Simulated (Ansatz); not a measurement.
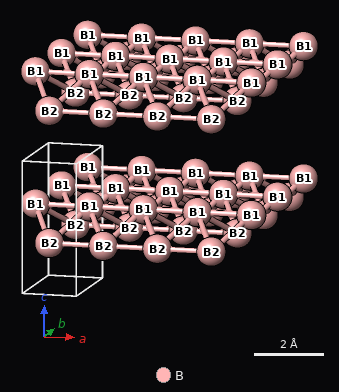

Starting structure of a crystal of B (a generated structure, set up in Pmmn). Style: ball-and-stick. Shown: the cell of the calculation, repeated 4 × 3 × 2 with one cell outlined, slightly off an axis.

The run lets cell and atoms move.

Theory: Ansatz, Kohn-Sham DFT of a periodic cell, r2SCAN with D4, Ansatz PAW.

Input file:
```yaml
crystal:
  lattice:
    - [1.62456, 0.0, 0.0]
    - [0.0, 2.86615, 0.0]
    - [0.0, 0.0, 3.9144]
  atoms:
    - { symbol: B, position: [0.0, 0.5, 0.60926] }
    - { symbol: B, position: [0.5, 0.0, 0.39074] }
hamiltonian:
  xc: r2scan
  pseudopotentials: { kind: paw }
  dispersion: d4
kpoints:
  mp_grid: { grid: [16, 9, 7] }
scf:
  occupations: { method: fermi_dirac, width: 0.05 }
output:
  forces: true
  stress: true
  eigenvalues: true
  write_density: true
  write_potential: true
  elf: true
  volumetric_format: npy
relax:
  f_tol: 0.01
  max_steps: 40
  cell: { stress_tol: 0.05 }
```

Launched with:
```bash
ansatz run input.yaml --threads 2 --pin off --max-ram 5632MiB --backend cpu --events-out ev --progress --plain --runs-dir out
```

**Predict the outcome.**

The largest moves relative to the cell, 0.015 Å, are those of B1 and B2. B1 goes along +c. The drawn cell changes as follows: a 1.625 → 1.615 Å (−0.6 %), b 2.866 → 2.868 Å (+0.1 %), c 3.914 → 3.763 Å (−3.9 %); the volume changes by −4.4 %. Among the contacts that change: B1–B1 1.625 → 1.615 Å. The space group stays Pmmn (No. 59). Over 5 accepted moves (6 points after the start) the energy falls by 3.2 meV per atom. The largest force component goes from 0.044 to 0.001 eV/Å. Pressure: −2.55 GPa at the start and −0.02 GPa at the end. At 1 point the geometry stayed and the basis and grid were re-selected for the new cell (energy shift of less than 0.05 meV per atom at most each time).

Step by step:

```
step  E − E(0), meV/atom  largest force component, eV/Å  pressure, GPa  volume, Å³/atom                      note
   0                0.00                         0.0440          -2.55            9.113                          
   1               -3.00                         0.0039          -0.90            8.828                          
   2               -3.22                         0.0167          -0.06            8.713                          
   3               -3.24                         0.0024           0.06            8.723                          
   4               -3.25                         0.0012           0.02            8.718                          
   5               -3.25                         0.0011          -0.02            8.714                          
   6               -3.23                         0.0010          -0.02            8.714  same geometry, new basis
```

After the run, drawn alike:

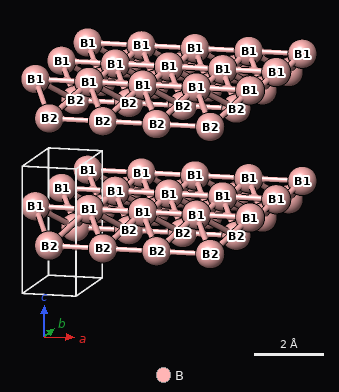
